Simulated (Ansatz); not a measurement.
Structure data:

```
Sn O
1.0
     5.17526    0.00000    0.00000
     0.00000    5.17526    0.00000
     0.00000    0.00000    5.17526
Sn O
4 8
Direct
  0.00000 0.50000 0.50000
  0.50000 0.50000 0.00000
  0.50000 0.00000 0.50000
  0.00000 0.00000 0.00000
  0.33890 0.16110 0.83890
  0.16110 0.83890 0.33890
  0.83890 0.33890 0.16110
  0.66110 0.66110 0.66110
  0.33890 0.33890 0.33890
  0.16110 0.66110 0.83890
  0.83890 0.16110 0.66110
  0.66110 0.83890 0.16110
```

### What structure is this?

The solid is SnO2. The atoms follow space group Pa-3 (No. 205); the Bravais lattice is primitive cubic. Content of the cell: 4 Sn, 8 O (Z = 4). The Sn atoms are each bonded to six O in a distorted octahedral arrangement at 2.11 Å. O is linked to three Sn in a trigonal planar arrangement at 2.11 Å. The bonds build a three-dimensional framework.

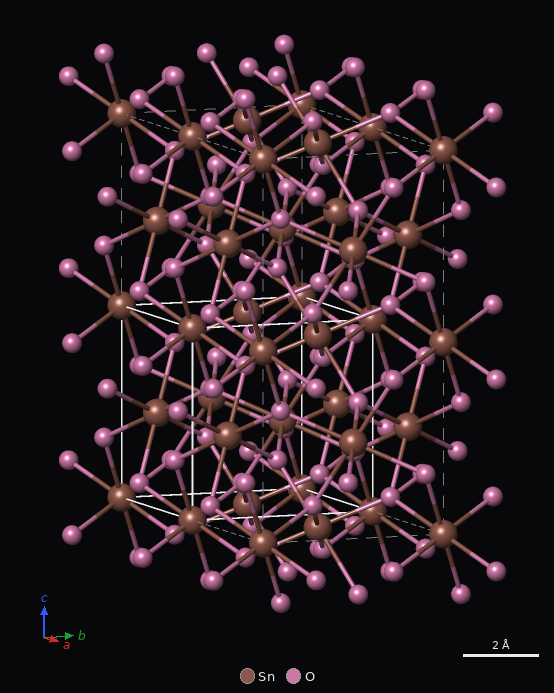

The image is a ball-and-stick drawing of a crystal, viewed slightly off an axis. Solid lines give the conventional unit cell, repeated here 2×1×2 times. Some neighbours outside the box are added. Colours: tin brown, oxygen pink.

The structure comes from a structure listed in the Materials Project. Earlier steps of the study, as a rule a relaxation of our own, may have changed the cell and positions, so they can lie some per cent off the listed ones. Ansatz was used for an electronic-structure calculation on it.

At this level of theory the run's own cell isn't at rest (stretched, at -9 GPa), so its distances can differ from those at equilibrium, the more so the softer the solid.
